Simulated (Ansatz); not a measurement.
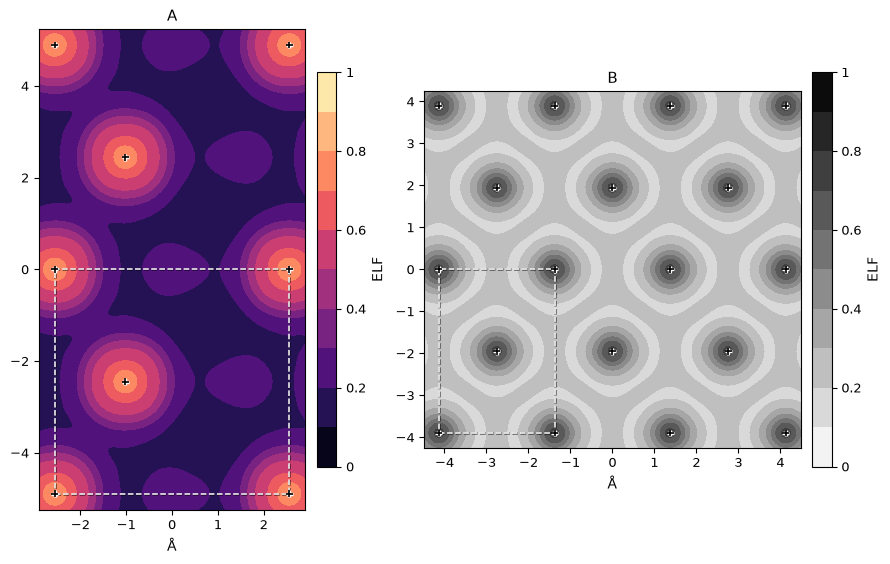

The ELF of 2 systems, each on a plane through atoms (crosses mark nuclei in the plane).

All numbers below come from Ansatz 0.2.0, DFT PBEsol, scalar-relativistic, plane waves, PAW.

System 1: Au, the (100) plane of the conventional cell. Space group Cmcm; a structure from a database of computed crystals, not necessarily the ambient phase; changed on purpose from its base cell (atom 1 (Au) moved by (+0.000, +0.150) A along x and y); computed pressure about −5 GPa in this cell.

System 2: Ni, the (011) plane of the conventional cell. Space group Im-3m; a structure from a database of computed crystals, not necessarily the ambient phase; spin-polarised.

```
CELL_PARAMETERS angstrom
2.75508 0.00000 0.00000
0.00000 2.75508 0.00000
0.00000 0.00000 2.75508
ATOMIC_POSITIONS crystal
Ni 0.00000 0.00000 0.00000
Ni 0.50000 0.50000 0.50000
```

Question: Which map belongs to which system?

Answer: Panel A is system 1, Au: the plane holds Au. Au–Au (2.89 Å): the ELF is about 0.20 at the midpoint (no shared electron pair shows on this line). Panel B is system 2, Ni: the plane holds Ni. Ni–Ni (2.39 Å): the ELF is about 0.25 at the midpoint: no shared electron pair shows on this line.
